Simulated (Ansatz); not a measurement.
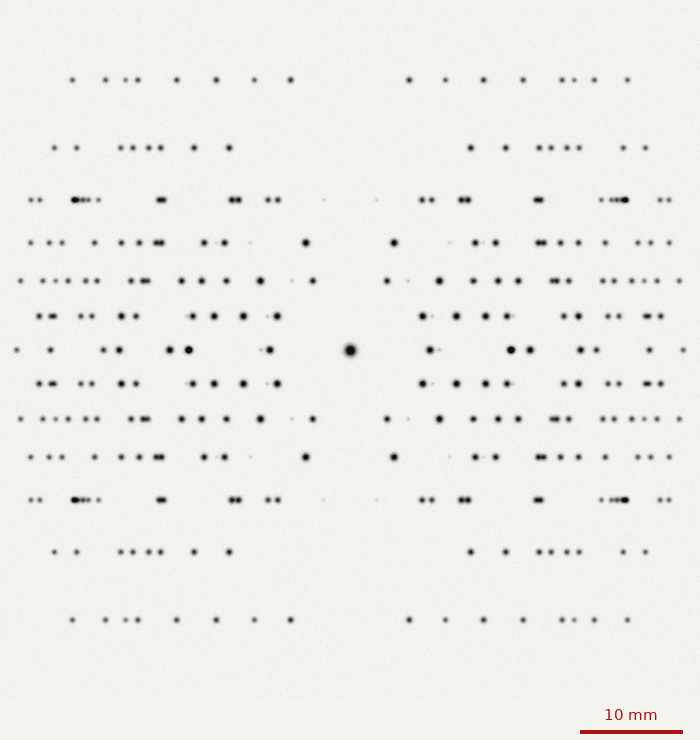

Simulated X-ray rotation photograph: Mo Kα radiation (λ = 0.7107 Å), cylindrical film of radius 30.0 mm unrolled, rotation axis vertical and normal to the beam, kinematic intensities without Lorentz or polarisation factors, the film spanning ±63° about the beam; spots down to d = 0.68 Å.

Measure the layer lines and find the identity period along the axis.

Answer. The first layer line lies 3.3 mm from the equator, so tan ν = 0.111, sin ν = 0.111 and the period is λ/sin ν = 6.42 Å. Further lines follow at 6.8, 10.6, 14.8, 19.9, 26.6 mm.

The crystal is HfN, space group P6_3/mmc (No. 194), a = 3.124 Å, c = 5.614 Å (hexagonal axes). Structure: the end point of a relaxation with DFT PBEsol, scalar-relativistic, plane waves, PAW in Ansatz; the starting structure was generated, so it need not be a known form of this composition.

About which axis was it rotated?

Answer. About [101] (or an equivalent direction), whose length in the conventional cell is 6.424 Å.
